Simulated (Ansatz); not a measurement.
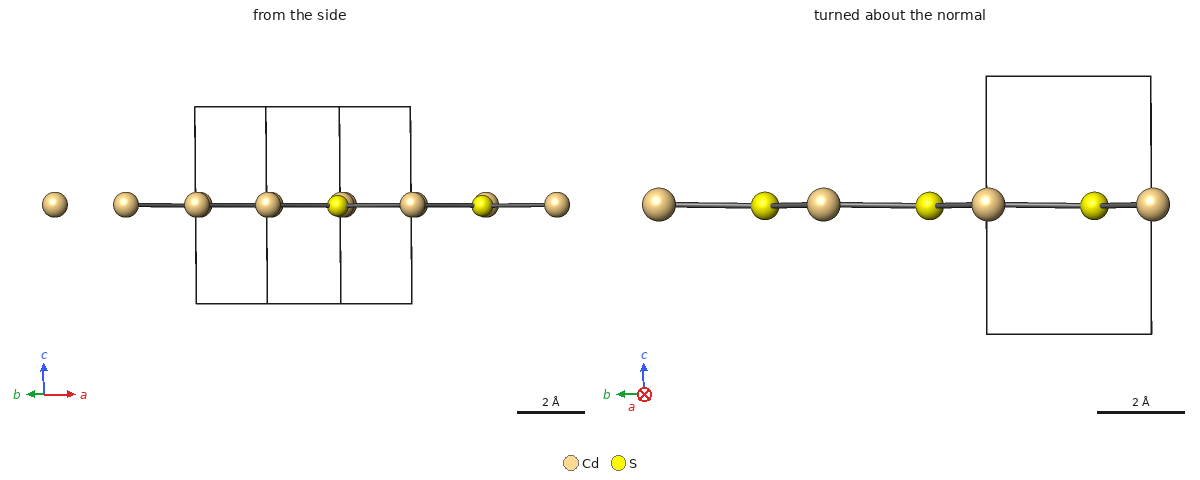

A ball-and-stick picture of a periodic sheet, seen from the side and turned about the normal. The surface normal points up in side views; the box is the simulation cell. 2×3 cells are drawn in the plane, with atoms at the edges repeated.

The cell holds 1 Cd, 1 S.

Q: How is each face terminated?

A: The top face ends in Cd and S, the bottom face in Cd and S. The two faces are alike.

Q: How far does the slab extend along the normal?

A: About 0.0 Å from the lowest to the highest atom, with about 6 Å of vacuum to the next image.

Q: Describe the bonding.

A: The neighbours of Cd are three S in a distorted trigonal planar arrangement at about 2.4 to 2.6 Å. S sits among three Cd in a distorted trigonal planar arrangement at about 2.4 to 2.6 Å. The bonds build CdS layers parallel to the surface.

The model was built from a structure listed in the Materials Project. The cell was then strained or its atoms displaced on purpose. It was run through Ansatz as a DFT input.
